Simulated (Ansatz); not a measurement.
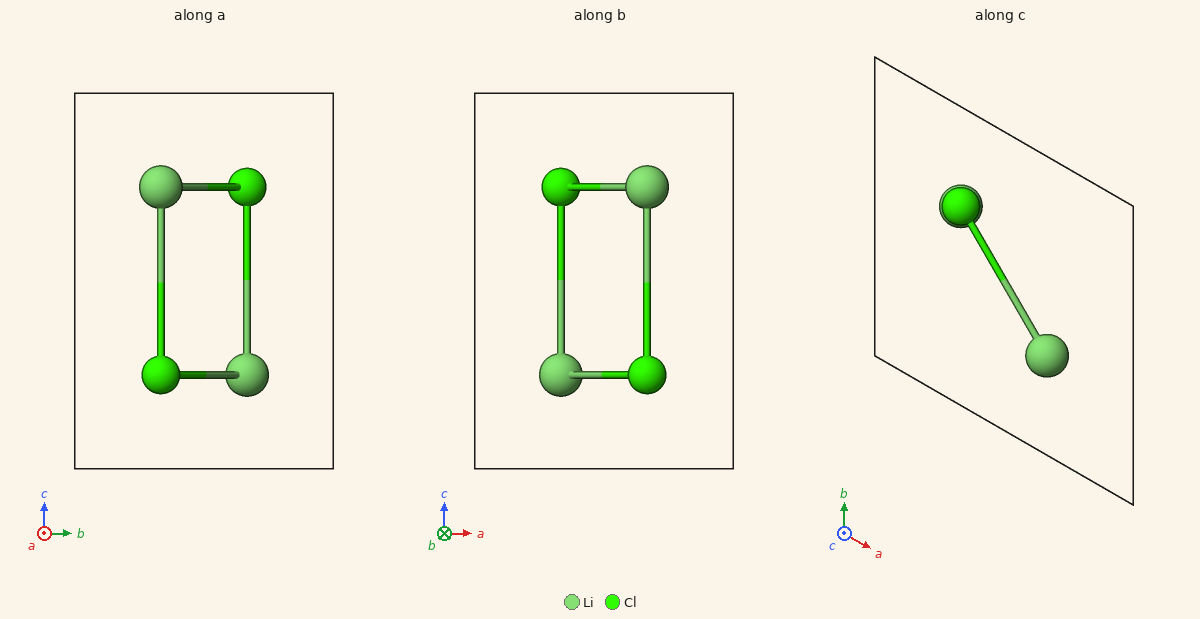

A ball-and-stick rendering, viewed along the a axis, along the b axis and along the c axis. The edges of the conventional unit cell are marked.

Lattice parameters: a = 4.2231 Å, b = 4.2231 Å, c = 5.3095 Å, α = 90.000°, β = 90.000°, γ = 120.000°.

Q: From the views, write a CIF with its space group and independent sites.

A:
```cif
data_structure
_symmetry_space_group_name_H-M 'P 63/m m c'
_symmetry_Int_Tables_number 194
_cell_length_a 4.2231
_cell_length_b 4.2231
_cell_length_c 5.3095
_cell_angle_alpha 90.000
_cell_angle_beta 90.000
_cell_angle_gamma 120.000
_cell_volume 82.00
loop_
_atom_site_label
_atom_site_type_symbol
_atom_site_symmetry_multiplicity
_atom_site_Wyckoff_symbol
_atom_site_fract_x
_atom_site_fract_y
_atom_site_fract_z
_atom_site_occupancy
Li1 Li 2 c 0.3333 0.6667 0.2500 1
Cl1 Cl 2 d 0.6667 0.3333 0.2500 1
```

It goes back to a structure type filled with these elements by a generator (whether the compound takes this form wasn't checked). The cell was then strained or its atoms displaced on purpose. An electronic-structure calculation with Ansatz was run on it.
